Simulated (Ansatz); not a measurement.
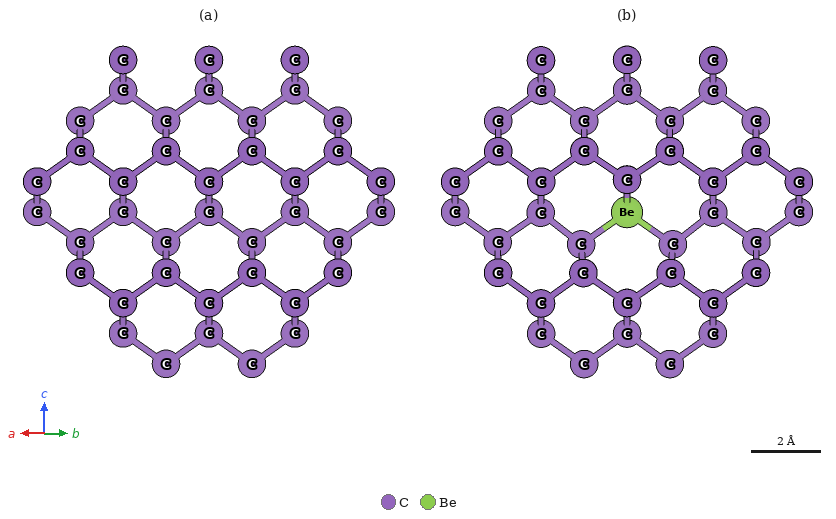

Left: perfect C. Right: the same region with one point defect, after relaxing the atoms in a supercell of 64 sites. Style: ball-and-stick. Shown: the atoms within 5.4 Å of one point, in a slice 5.0 Å thick across the line of sight, along [110].

Level of theory: DFT, PBEsol, PAW, plane waves in Ansatz. (plane-wave cutoff 420 eV; k-point mesh 1 × 1 × 1; mesh shifted by (0.25, 0.25, 0.25); no spin polarisation) Fermi-Dirac smearing of 0.01 eV. A uniform background neutralises the charged cell. The axes drawn are those of the host's conventional cell.

Which defect is it?

Answer. A carbon atom is replaced by beryllium.

The charge state of the cell is −2.

How does the lattice respond?

Answer. In the host the C atom has 4 C at 1.54 Å; the Be atom ends with 4 C at 1.64 to 1.65 Å. Of the host's atoms, a carbon atom moves furthest from its site, by 0.10 Å.

Limits of the set-up: the periodic images lie only 7.1 Å apart, so the values are limited by the cell's size; the cell is charged, on a uniform background, and energies carry no finite-size correction.
